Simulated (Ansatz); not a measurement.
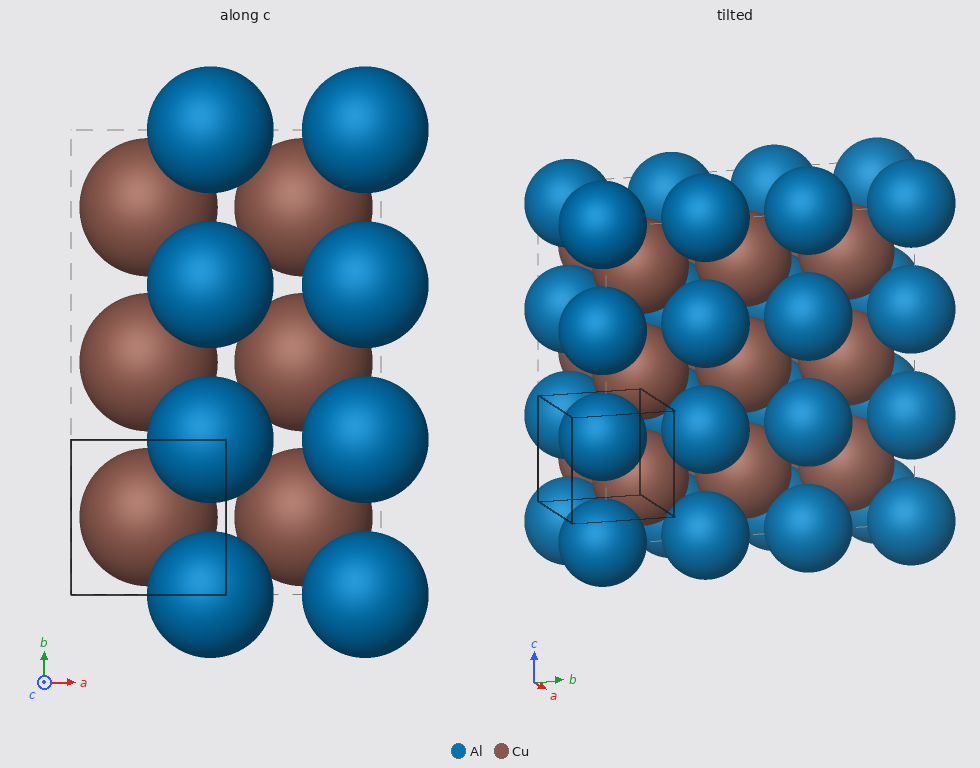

A space-filling rendering, viewed along the c axis and slightly off an axis. Solid lines give the simulation cell, repeated here 2×3×3 times.

Input used:
```yaml
crystal:
  lattice:
    - [2.9568445749, 0.0, 0.0]
    - [0.0, 2.9568445749, 0.0]
    - [0.0, 0.0, 2.9568445749]
  atoms:
    - { symbol: Al, position: [-0.1014595094, 0.0, 0.0] }
    - { symbol: Cu, position: [0.5, 0.5, 0.5] }
basis:
  ecutwfc: 500
kpoints:
  mp_grid: { grid: [20, 20, 20] }
hamiltonian:
  xc: r2scan
scf:
  occupations: { method: gaussian, width: 0.15 }
output:
  forces: true
  stress: true
  eigenvalues: true
```
Run as:
```sh
ansatz run input.yaml --threads 2 --pin off --max-ram 5120MiB --backend cpu --events-out ev --progress --plain --runs-dir out
```

Results below were computed with DFT r2SCAN, scalar-relativistic, plane waves, PAW in Ansatz 0.2.0; the settings were an energy cutoff of 500 eV, k-grid 20×20×20, Gaussian smearing of 0.15 eV, no spin polarisation.

Question: Is it conducting or gapped at this level?

Answer: A metal: bands cross the Fermi level.

Question: How far is the cell from zero pressure?

Answer: The computed pressure is 4.7 GPa (compressed: it would expand). The stress isn't hydrostatic: its largest component is 6.1 GPa.

The initial geometry was a structure listed in the Materials Project. The cell was then strained or its atoms displaced on purpose. Ansatz was used for an electronic-structure calculation on it.

At this level of theory the run's own cell isn't at rest (compressed, at 5 GPa and forces up to 1.4 eV/Å), so its distances can differ from those at equilibrium, the more so the softer the solid.
